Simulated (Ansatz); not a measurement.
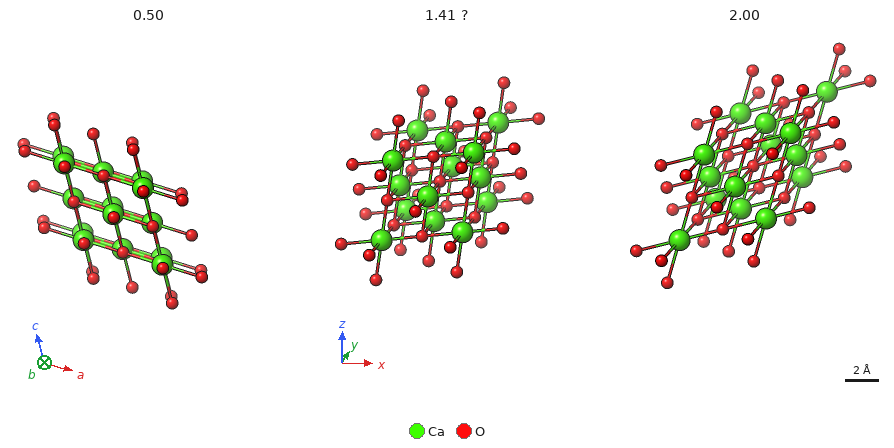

A scan of crystalline CaO (Fm-3m): the ratio of the cell's length along [111] to its lengths across, counted as 1 for the reference, is changed at fixed volume (a trigonal path), with the atoms kept at their fractional coordinates. x, y and z are the Cartesian axes of the input. Style: ball-and-stick. Shown: the conventional cell (4 times the calculation's cell), slightly off an axis. Lengths and directions refer to the drawn axes.

Level of theory: DFT r2SCAN, scalar-relativistic, plane waves, PAW (Ansatz). Set-up: plane-wave cutoff 500 eV; k-point mesh 10 × 10 × 10; occupations gaussian; smearing width 0.05 eV; no spin polarisation. Energies (free energies at the smearing named) are counted from the cell as listed in its source, which wasn't relaxed.

| axial ratio over its reference value | energy change (meV/atom) |
| --- | --- |
| 0.50 | 592 |
| 0.60 | 520 |
| 0.71 | 335 |
| 0.85 | 102 |
| 0.93 | 23 |
| 1.00 | 0 |
| 1.08 | 31 |
| 1.20 | 190 |
| 1.41 | ? |
| 1.70 | 2021 |
| 2.00 | 3273 |

Q: Estimate the missing energy from the other rows, and compare with the calculation.

A: A straight line between the two neighbours gives 959 meV/atom. A cubic through the four nearest rows (1.08, 1.20, 1.70, 2.00) gives, with Lagrange weights, (−0.5249)(31) + (1.1763)(190) + (0.4396)(2021) + (−0.0910)(3273) = 798 meV/atom. The calculation gives 769 meV/atom, so the cubic is 29 meV/atom too high and the straight line 190 meV/atom too high, as the curve bends upwards here.

The whole profile:

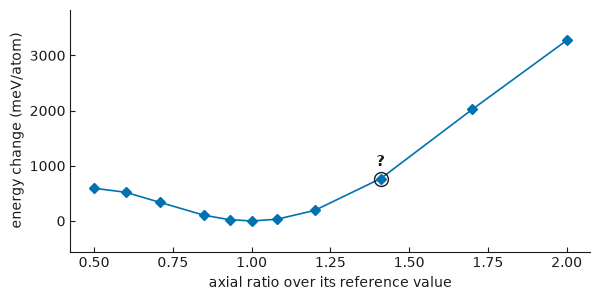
